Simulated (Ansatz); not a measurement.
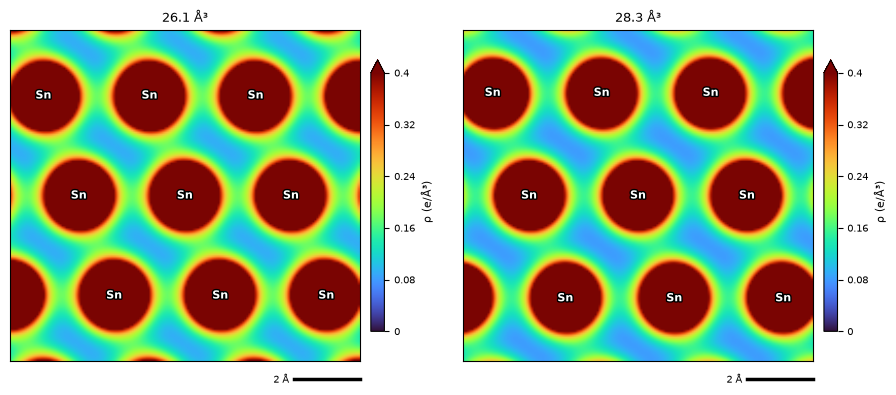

Sn. The valence charge density (pseudo) of cells scaled evenly to different volumes (given per atom above each panel), on the (001) plane of each (indices in the axes of the cell below), at one length scale and on one colour scale.

A structure from a database of computed crystals, not necessarily the ambient phase.

These are results of Ansatz, Kohn-Sham DFT of a periodic cell, HSE06, Ansatz PAW, not measurements.

The largest cell:

```
Sn
1.0
    -1.91958    1.91958    1.91958
     1.91958   -1.91958    1.91958
     1.91958    1.91958   -1.91958
Sn
1
Direct
  0.00000 0.00000 0.00000
```

| volume (Å³/atom) | Sn–Sn contact in the plane (Å) | ρ at its midpoint (e/Å³) | pressure (GPa) | 
| --- | --- | --- | --- |
| 26.12 | 3.237 | 0.175 | 1.6 | 
| 27.20 | 3.282 | ? | ? | 
| 28.29 | 3.325 | 0.154 | −2.7 | 

Question: What values belong in the row with question marks?

Answer: Over the known rows ln ρ falls by 1.45 per Å of Sn–Sn distance (the line through the two), which gives 0.164 e/Å³ at 3.282 Å; the calculation gives 0.164 e/Å³. For the pressure, a straight line in volume between the neighbouring rows gives −0.5 GPa; the calculation gives −0.8.
